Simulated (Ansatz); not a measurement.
System: HfN, space group Fm-3m (No. 225) (one of a set of cubic test structures, which need not be the stable phase).

One of the inputs:
```
crystal:
  lattice:
    - [0.0, 2.249798199679, 2.249798199679]
    - [2.249798199679, 0.0, 2.249798199679]
    - [2.249798199679, 2.249798199679, 0.0]
  atoms:
    - { symbol: Hf, position: [0.0, 0.0, 0.0] }
    - { symbol: "N", position: [0.5, 0.5, 0.5] }
kpoints:
  mp_grid: { grid: [4, 4, 4] }
hamiltonian:
  xc: hse06
  pseudopotentials: { kind: paw }
scf:
  occupations: { method: fermi_dirac, width: 0.1 }
  convergence: { dr2_threshold: "1e-10 eV" }
  exx: { energy_threshold: "2e-8 eV" }
output:
  forces: true
  stress: true
  eigenvalues: true
```

Run as:
```bash
ansatz run input.yaml --threads 2
```

Method: equation of state of a cubic crystal from periodic Kohn-Sham density functional theory without spin, third-order Birch-Murnaghan fit to the free energies; pressure corrected for the finite basis (Ansatz 0.2.0 development build). Level: HSE06.

structure type rock salt; atoms in cell 2; space group number 225; lattice centring face-centred primitive; k mesh 4×4×4; occupation method Fermi–Dirac; occupation width 0.1 eV; wave cutoff 420 eV; datasets soft-1 PAW; density tolerance 0 eV; bands 20; density cutoff ratio 4; search for lower states default; exchange singularity Wigner-Seitz.

Predict the energy above the lowest point and pressure against volume. The volume takes the values 10.69, 11.04, 11.39, 11.74, 12.08 Å³/atom.

A third-order Birch–Murnaghan fit gives V0 = 11.56 Å³/atom, B0 = 284 GPa and B′ = 4.5. The energy above the lowest point is 65.0 meV/atom at volume 10.69 Å³/atom and 16.9 meV/atom at 12.08 Å³/atom; the lowest computed point is at volume 11.74 Å³/atom (0.0 meV/atom), and no other minimum shows among the points. The pressure falls from 26.5 GPa at volume 10.69 Å³/atom to −11.4 GPa at 12.08 Å³/atom, and changes sign near 11.57 Å³/atom.

| volume (Å³/atom) | energy above the lowest point (meV/atom) | pressure (GPa) |
| --- | --- | --- |
| 10.69 | 65.0 | 26.5 |
| 11.04 | 20.7 | 14.6 |
| 11.39 | 0.0 | 4.5 |
| 11.74 | 0.0 | −4.1 |
| 12.08 | 16.9 | −11.4 |

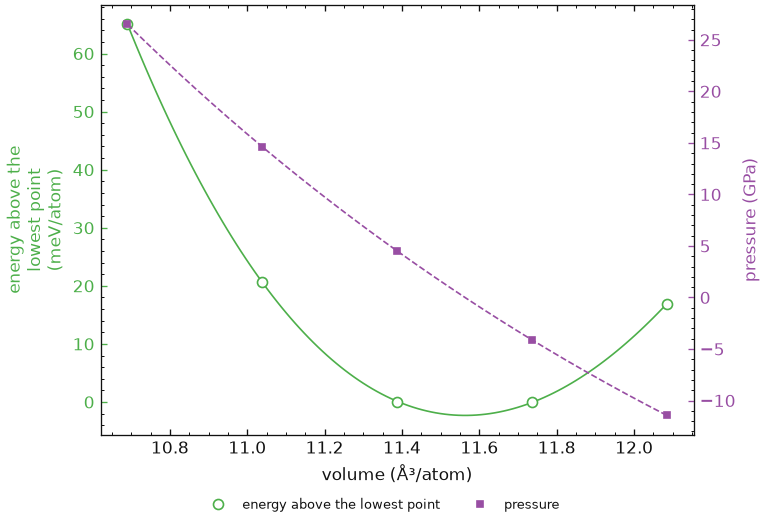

Caveats: coarse k-mesh, values are not converged in k.
